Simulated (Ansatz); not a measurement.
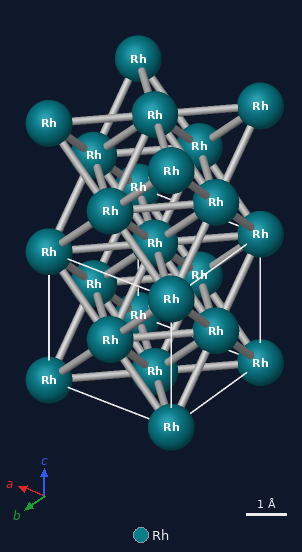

Reference structure: a symmetric starting cell of Rh. A ball-and-stick model of the conventional cell (4 times the calculation's cell), repeated 1 × 1 × 2 with one cell outlined, seen from a free direction. Lengths and directions refer to the drawn axes.

Method: Ansatz 0.2.0, DFT PBE, scalar-relativistic, plane waves, PAW. (plane-wave cutoff 420 eV; k-point mesh 18 × 18 × 18; occupations gaussian; smearing width 0.1 eV; no spin polarisation)

The variant: All lengths are scaled by +3.5 % (volume +11.0 %), the atoms keeping their fractional coordinates. No relaxation follows. The starting cell wasn't computed here and needn't be at equilibrium, so pressure and forces aren't due to the change alone.

The input:
```yaml
crystal:
  lattice:
    - [0.0, 1.9686556995, 1.9686556995]
    - [1.9686556995, 0.0, 1.9686556995]
    - [1.9686556995, 1.9686556995, 0.0]
  atoms:
    - { symbol: Rh, position: [0.0, 0.0, 0.0] }
basis:
  ecutwfc: 420
kpoints:
  mp_grid: { grid: [18, 18, 18] }
hamiltonian:
  xc: pbe
scf:
  occupations: { method: gaussian, width: 0.1 }
output:
  forces: true
  stress: true
  eigenvalues: true
```

Launched with:
```bash
ansatz run input.yaml --threads 1 --pin off --max-ram 1331MiB --backend cpu --events-out ev --progress --plain --runs-dir out
```

> What does the calculation give for the changed structure?

Among the bonded contacts that change: Rh–Rh 2.689 → 2.784 Å. The space group stays Fm-3m (No. 225). The pressure is −17.2 GPa (not all of it need come from the change, since the unchanged cell can be under pressure at this level too). All forces vanish by symmetry.

Drawn alike, the variant:

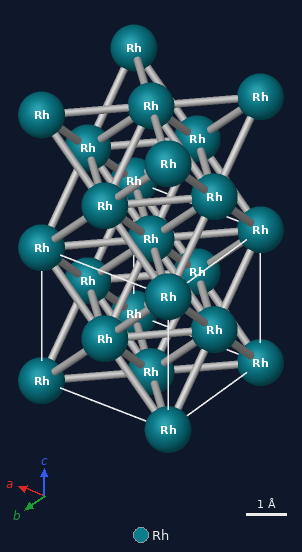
